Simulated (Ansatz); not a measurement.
Ti

The calculation's input:

```
crystal:
  lattice:
    - [-1.6188216056, 1.6188216056, 1.6188216056]
    - [1.6188216056, -1.6188216056, 1.6188216056]
    - [1.6188216056, 1.6188216056, -1.6188216056]
  atoms:
    - { symbol: Ti, position: [0.0, 0.0, 0.0] }
hamiltonian:
  xc: r2scan
  pseudopotentials: { kind: paw }
kpoints:
  mp_grid: { grid: [11, 11, 11] }
scf:
  occupations: { method: fermi_dirac, width: 0.05 }
output:
  forces: true
  stress: true
  eigenvalues: true
  write_density: true
  write_potential: true
  elf: true
  volumetric_format: npy
```

Run with:

```sh
ansatz run input.yaml --threads 2 --pin off --max-ram 5632MiB --backend cpu --events-out ev --progress --plain --runs-dir out
```

Below, planes, directions and counts refer to the conventional cell (a = 3.24 Å, b = 3.24 Å, c = 3.24 Å, α = 90.00°, β = 90.00°, γ = 90.00°).

Space group Im-3m.

These are results of Kohn-Sham DFT of a periodic cell, r2SCAN, Ansatz PAW in Ansatz, not measurements.

**Predict the valence pseudo-density and electron localisation function between the atoms.**

Ti–Ti (2.80 Å): ρ is about 0.19 e/Å³ halfway; the ELF is about 0.15 at the midpoint; no shared electron pair shows on this line.

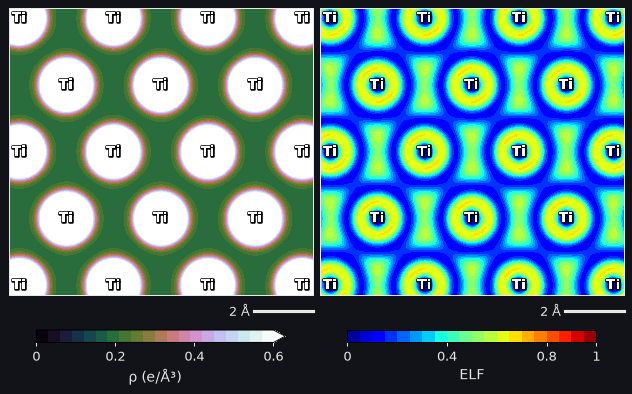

Computed valence pseudo-density and electron localisation function on the (011̄) plane of the conventional cell, in this order. 

Core electrons are frozen (PAW), and the valence fields are smoothed inside the atomic spheres.
